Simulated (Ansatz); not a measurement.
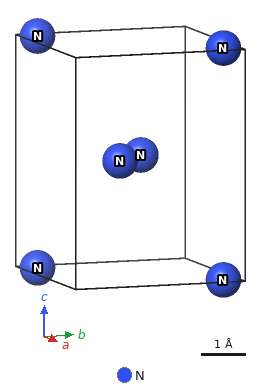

Starting structure of solid N (built on the database structure type). Style: ball-and-stick. Shown: the cell of the calculation, slightly off an axis.

Level of theory: Ansatz 0.2.0, DFT, r2SCAN+rVV10, plane waves, PAW.

Input file:
```yaml
crystal:
  lattice:
    - [4.0943187972, 0.0, 0.0]
    - [0.0, 4.0943187972, 0.0]
    - [0.0, 0.0, 5.3249595877]
  atoms:
    - { symbol: "N", position: [0.9048714588, 0.9048714588, 0.0] }
    - { symbol: "N", position: [0.5951285412, 0.4048714588, 0.5] }
    - { symbol: "N", position: [0.0951285412, 0.0951285412, 0.0] }
    - { symbol: "N", position: [0.4048714588, 0.5951285412, 0.5] }
kpoints:
  mp_grid: { grid: [6, 6, 4] }
hamiltonian:
  xc: r2scan
  dispersion: rvv10
scf:
  occupations: { method: fermi_dirac, width: 0.02 }
relax:
  f_tol: 0.005
  cell: {}
```

Launched with:
```bash
ansatz run input.yaml --threads 2 --pin off --max-ram 2211MiB --backend cpu --events-out ev --progress --plain --runs-dir out
```

Q: Where does the relaxation end?

A: The largest moves relative to the cell, 0.014 Å, are those of N1, N2, N3 and N4. N2 goes along [1 −1 0]. The volume changes by −9.8 %, with a = b 4.094 → 3.961 Å (−3.3 %), c 5.325 → 5.133 Å (−3.6 %). Among the contacts that change: N1–N3 1.102 → 1.093 Å. The space group stays P4_2/mnm (No. 136). The energy falls by 17.2 meV per cell of the calculation in 7 accepted moves (12 points after the start). Largest force component: 0.84 eV/Å at the start, 0.00047 eV/Å at the end. Pressure: −1.80 GPa at the start and 0.00 GPa at the end. The line search rejected the trial steps at points 4, 9, 10 of the run. The SCF was repeated twice at an unchanged geometry on a basis and grid sized afresh for the cell, which shifted the energy by 3.5 meV per cell of the calculation at most.

After the run, drawn alike:

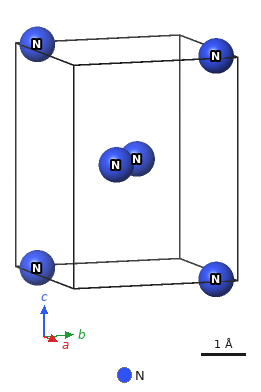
